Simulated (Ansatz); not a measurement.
TiS$_{2}$: several calculations on one system

**1. Relaxation**

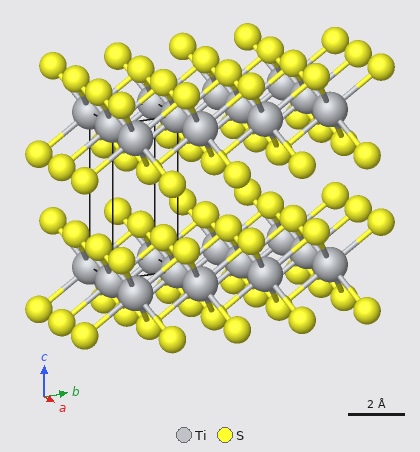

A crystal of TiS2 (set up in P-3m1), before the relaxation. The picture is a ball-and-stick view of the cell of the calculation, repeated 2 × 3 × 1 with one cell outlined, seen slightly off an axis.

Case: biaxial strain in the a-b plane of -3.0 %; c and atoms relaxed.

Computed with DFT PBE+D3(BJ), scalar-relativistic, plane waves, PAW (Ansatz).

Input
```yaml
crystal:
  lattice:
    - [3.259729946, 0.0, 0.0]
    - [-1.629864973, 2.8230089427, 0.0]
    - [0.0, 0.0, 5.6194812167]
  atoms:
    - { symbol: Ti, position: [0.0, 0.0, 0.0] }
    - { symbol: S, position: [0.3333333333, 0.6666666667, 0.2608298011] }
    - { symbol: S, position: [0.6666666667, 0.3333333333, 0.7391701989] }
basis:
  ecutwfc: 420
kpoints:
  mp_grid: { grid: [15, 15, 8] }
hamiltonian:
  xc: pbe
  dispersion: d3bj
scf:
  occupations: { method: gaussian, width: 0.1 }
output:
  forces: true
  stress: true
  eigenvalues: true
relax:
  adjacent_minimum: "off"
  f_tol: 0.008
  max_steps: 40
  cell: { stress_tol: 0.015, fix: [a, b, gamma] }
```

**Predict the outcome.**

Over 2 accepted moves (3 points after the start) the energy falls by 0.7 meV per cell of the calculation. Largest force component: 0.08 eV/Å at the start, 0.0003 eV/Å at the end. Pressure: 3.98 GPa at the start and 3.71 GPa at the end. At 1 point the geometry stayed and the basis and grid were re-selected for the new cell (energy shift of less than 0.05 meV per cell of the calculation at most each time). The largest moves relative to the cell, 0.012 Å, are those of S2 and S3. S2 goes along +c. Ti stays in place. The drawn cell changes as follows: a = b unchanged at 3.260 Å, c 5.619 → 5.591 Å (−0.5 %); the volume changes by −0.5 %. The space group stays P-3m1 (No. 164).

**2. Relaxation**

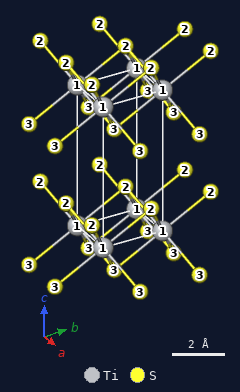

Solid TiS2 (set up in P-3m1), before the relaxation. A ball-and-stick model of the cell of the calculation, seen slightly off an axis.

Method: DFT PBE+D3(BJ), scalar-relativistic, plane waves, PAW (Ansatz 0.2.0).

Input file:
```yaml
crystal:
  lattice:
    - [3.4120005726, 0.0, 0.0]
    - [-1.7060002863, 2.9548791736, 0.0]
    - [0.0, 0.0, 5.695]
  atoms:
    - { symbol: Ti, position: [0.0, 0.0, 0.0] }
    - { symbol: S, position: [0.3333333333, 0.6666666667, 0.25] }
    - { symbol: S, position: [0.6666666667, 0.3333333333, 0.75] }
basis:
  ecutwfc: 420
kpoints:
  mp_grid: { grid: [15, 15, 8] }
hamiltonian:
  xc: pbe
  dispersion: d3bj
scf:
  occupations: { method: gaussian, width: 0.1 }
output:
  forces: true
  stress: true
  eigenvalues: true
relax:
  adjacent_minimum: "off"
  f_tol: 0.005
  max_steps: 80
  cell: { stress_tol: 0.05 }
```

**Predict the outcome.**

The energy falls by 25.2 meV per cell of the calculation in 4 accepted moves (5 points after the start). Largest force component: 0.13 eV/Å at the start, 0.00018 eV/Å at the end. Pressure: −2.91 GPa at the start and 0.01 GPa at the end. At 1 point the geometry stayed and the basis and grid were re-selected for the new cell (energy shift of 0.2 meV per cell of the calculation at most each time). The largest moves relative to the cell, 0.048 Å, are those of S2 and S3. S2 goes along +c. Ti stays in place. The volume changes by −6.0 %, with a = b 3.412 → 3.361 Å (−1.5 %), c 5.695 → 5.520 Å (−3.1 %). Near-neighbour distances that change, for instance: Ti1–S2 2.431 → 2.409 Å. The space group stays P-3m1 (No. 164).

History of the run:

| step | E − E(0), meV/atom | largest force component, eV/Å | pressure, GPa | volume, Å³/atom | note |
| --- | --- | --- | --- | --- | --- |
| 0 | 0.00 | 0.1303 | -2.91 | 19.139 |  |
| 1 | -5.83 | 0.2375 | -0.13 | 17.705 |  |
| 2 | -8.27 | 0.0430 | 0.16 | 18.088 |  |
| 3 | -8.47 | 0.0027 | -0.03 | 18.013 |  |
| 4 | -8.48 | 0.0003 | 0.00 | 17.996 |  |
| 5 | -8.40 | 0.0002 | 0.01 | 17.996 | same geometry, new basis |

The end point in the same view:

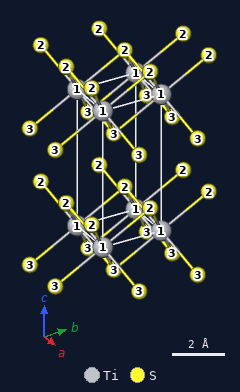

**3. A change**

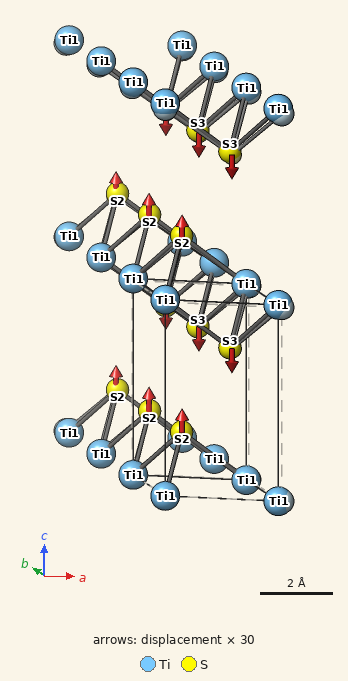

A crystal of TiS$_{2}$ (set up in P-3m1), drawn pale, and a changed version of it, drawn solid. The red arrows show how the atoms are displaced (without the part that the change of the cell carries along), magnified 30 times. Style: ball-and-stick. Shown: the cell of the calculation, repeated 1 × 3 × 2 with one cell outlined, slightly off an axis.

Computed with DFT PBE+D3(BJ), scalar-relativistic, plane waves, PAW in Ansatz 0.2.0. Settings: plane-wave cutoff 420 eV; k-point mesh 15 × 15 × 8; occupations gaussian; smearing width 0.1 eV; no spin polarisation.

Question: What was done to the structure, and with what result?

Answer: Biaxial strain in the a–b plane, −3.0 %, is applied. The c axis and the atoms are relaxed. The volume changes by −4.7 %, with a = b 3.361 → 3.260 Å (−3.0 %), c 5.520 → 5.591 Å (+1.3 %). The largest moves relative to the cell, 0.024 Å, are those of S2 and S3. S2 goes along +c. Ti stays in place. Some distances before and after: S–Ti 2.409 → 2.388 Å. The space group stays P-3m1 (No. 164). It costs 18.3 meV per atom. The pressure goes from 0.0 to 3.7 GPa. The principal stresses (compression positive) are 0.0 GPa along c and 5.6 GPa across it.

**4. Series**

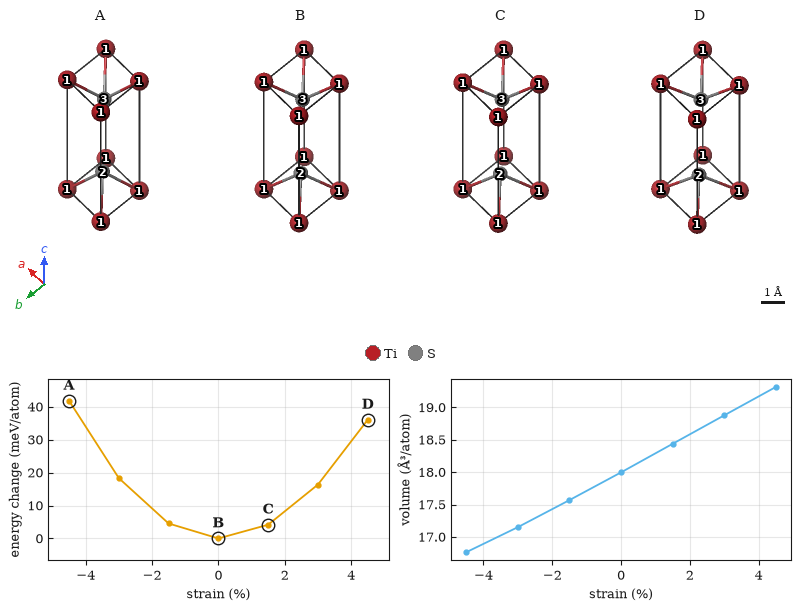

Members of a series of calculations on crystalline TiS2 (set up in P-3m1), marked on the first curve. A ball-and-stick model of the cell of the calculation, seen from a free direction.

All numbers below come from DFT PBE+D3(BJ), scalar-relativistic, plane waves, PAW (Ansatz). Set-up: plane-wave cutoff 420 eV; k-point mesh 15 × 15 × 8; occupations gaussian; smearing width 0.1 eV; no spin polarisation.

Describe the series.

Biaxial strain in the a–b plane, c and atoms relaxed. A (strain −4.5 %): energy change 41.8 meV/atom, volume 16.76 Å³ per atom. B (strain 0.0 %): energy change 0.0 meV/atom, volume 18.00 Å³ per atom. C (strain 1.5 %): energy change 4.2 meV/atom, volume 18.44 Å³ per atom. D (strain 4.5 %): energy change 36.0 meV/atom, volume 19.31 Å³ per atom. The rest compares A with D. Cell: a = b 3.209 → 3.512 Å (+9.4 %), c 5.638 → 5.425 Å (−3.8 %). Volume +15.2 %. Some distances before and after: S–Ti 2.379 → 2.444 Å.
